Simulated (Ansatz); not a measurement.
Given this structure:

```
Al
1.0
     3.18874    0.00000    0.00000
     0.00000    3.18874    0.00000
     0.00000    0.00000    3.18874
Al
2
Direct
  0.00000 0.00000 0.00000
  0.50000 0.50000 0.50000
```

**Work out the structure from the coordinates.**

The element is aluminium. The structure has Im-3m (No. 229) symmetry and a body-centred cubic lattice. Structure type: body-centred cubic (W type). The cell holds two atoms. Each Al is bonded to eight Al in a cubic arrangement at 2.76 Å. The bonds build a three-dimensional framework.

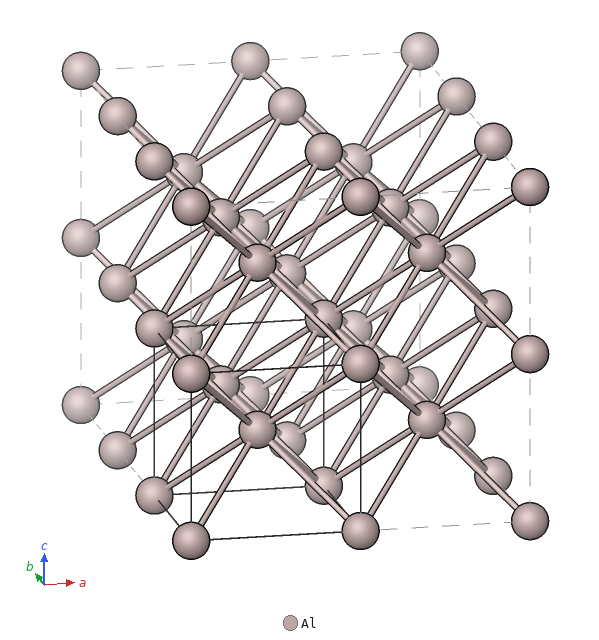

Figure: ball-and-stick view slightly off an axis. A 2×3×2 array of cells is drawn; the conventional unit cell has the solid edges.

The model was built from a structure listed in the Materials Project. Earlier steps of the study may have refined or changed the cell and positions. It went into a calculation with Ansatz.
